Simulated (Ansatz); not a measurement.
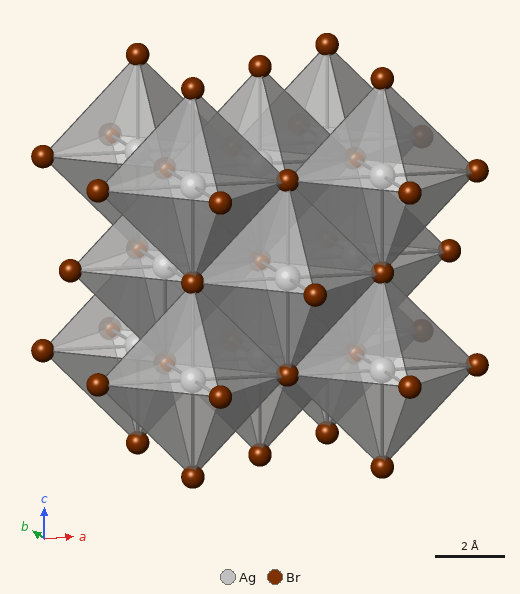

The starting point is solid AgBr (built on the rocksalt type) at its r2SCAN-relaxed geometry. A polyhedral model of the conventional cell (4 times the calculation's cell), seen slightly off an axis. Lengths and directions refer to the drawn axes.

Level of theory: DFT, PBE, plane waves, PAW (Ansatz). Settings: plane-wave cutoff 420 eV; k-point mesh 8 × 8 × 8; occupations fermi dirac; smearing width 0.02 eV; no spin polarisation.

The variant: The cell is strained by +1.1 % along c and −1.0 % across it (volume −1.0 %). The atoms and the free axis were relaxed with r2SCAN under that strain, and this is a single point on that geometry.

**What does the calculation give for the changed structure?**

Energy change: +2.7 meV per atom. The pressure goes from 1.2 to 1.7 GPa. The principal stresses (compression positive) are 1.2 GPa along c and 1.9 GPa across it. All forces vanish by symmetry. The band gap: 0.68 eV before, 0.61 eV after. Near-neighbour distances before and after: Ag–Br 2.893 → 2.864 to 2.923 Å. The space group (tolerance 0.01 Å) goes from Fm-3m (No. 225) to I4/mmm (No. 139).
